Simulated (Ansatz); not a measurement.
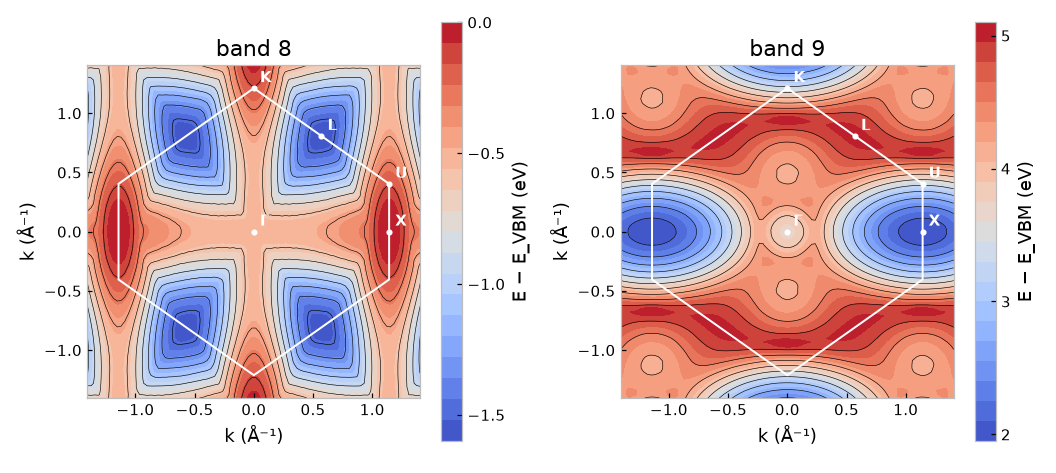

Two bands of BaO (space group Fm-3m, No. 225) over the plane through Γ, X and L: the highest mostly filled and the lowest mostly empty one.

Computed with Ansatz, DFT PBE, scalar-relativistic, plane waves, PAW; levels and slopes on a dense k mesh at the converged density. No spin polarisation. The levels come from a k mesh of 34×34×34 points. The geometry was not relaxed (residual pressure 3 GPa).

Q: Give both levels and their distance at the named points.

A:
```
point  lower band (eV)  upper band (eV)  distance (eV)
    Γ            −0.52             3.69           4.20
    X             0.00             1.97           1.97
    L            −1.57             4.98           6.55
```

Q: Where are the band edges of the whole zone?

A: The valence band has three equivalent maxima at X, principal masses 0.40, 3.56 and 3.56 mₑ; the conduction band has three equivalent minima at X, principal masses 0.39, 0.39 and 1.24 mₑ. The gap is direct, 1.97 eV at this level of theory (semilocal functionals give gaps that are too small, and can reorder valleys that lie close).

Spin-orbit coupling, left out here, can change the gap, its kind, the place of the band edges and the masses, since the compound holds Ba.
